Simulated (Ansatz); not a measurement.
The calculation's input:

```
crystal:
  lattice:
    - [0.0, 3.5072874153, 3.5072874153]
    - [3.5072874153, 0.0, 3.5072874153]
    - [3.5072874153, 3.5072874153, 0.0]
  atoms:
    - { symbol: K, position: [0.0, 0.0, 0.0] }
    - { symbol: Br, position: [0.25, 0.25, 0.25] }
kpoints:
  mp_grid: { grid: [6, 6, 6] }
hamiltonian:
  xc: pbesol
scf:
  occupations: { method: fermi_dirac, width: 0.03 }
relax:
  f_tol: 0.01
  cell: {}
  max_steps: 120
output:
  write_density: true
  write_potential: true
  elf: true
  volumetric_format: npy
```

Launched as:

```sh
ansatz run input.yaml --threads 2 --pin off --max-ram 2211MiB --backend cpu --events-out ev --progress --plain --runs-dir out
```

Below, planes, directions and counts refer to the conventional cell (a = 7.31 Å, b = 7.31 Å, c = 7.31 Å, α = 90.00°, β = 90.00°, γ = 90.00°).

The fields are those of the run's last geometry, not of the input's.

Space group F-43m; started from the zincblende prototype, which need not be the ambient phase.

Level of theory: Ansatz 0.2.0, DFT, PBEsol, plane waves, PAW.

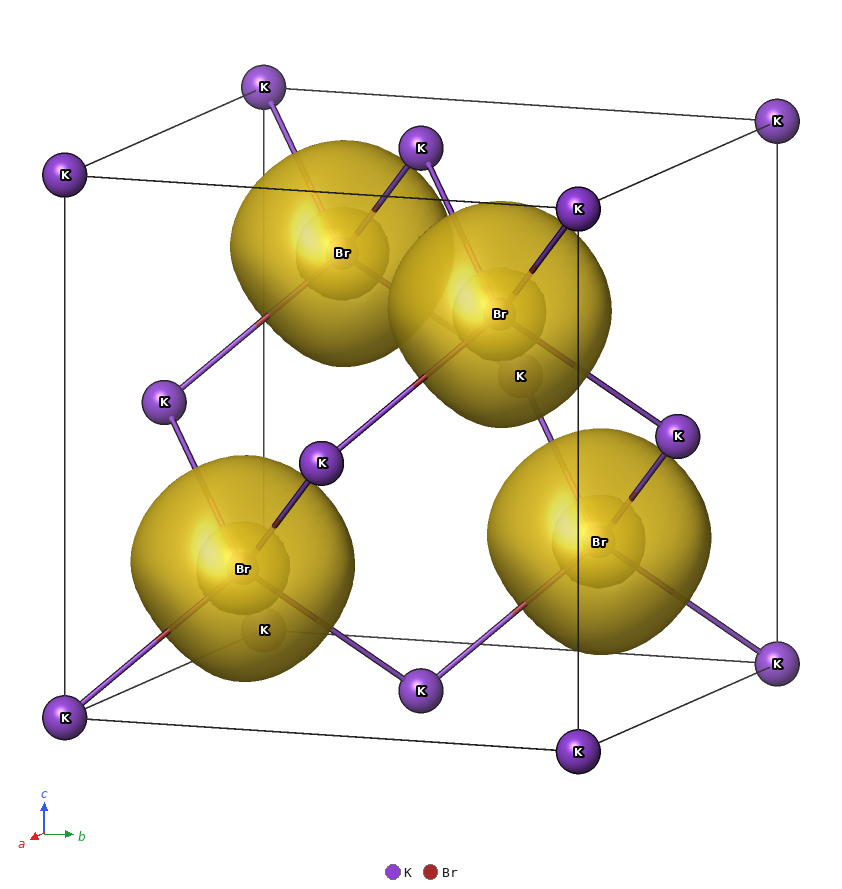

KBr. Isosurface of the ELF at 0.7 (yellow), seen slightly off an axis. Core shells and regions of very low density are left out. Sticks mark near contacts.

In a PAW calculation such maps are meaningful between the atoms, not at the nuclei.

> Describe the localisation domains.

The ELF exceeds this value in four regions wrapped around Br (the valence shell of each), counted in one cell of 8 atoms. Any copies at cell faces, edges or corners count once.

Values along the shortest contacts:
K–Br (3.17 Å): the ELF is about 0.15 at the midpoint: a largely ionic contact.

> Metal or insulator at this level of theory?

It is gapped, with a Kohn–Sham gap of 4.3 eV on the k-point mesh (the band edges may lie off the mesh, which would make the gap smaller).
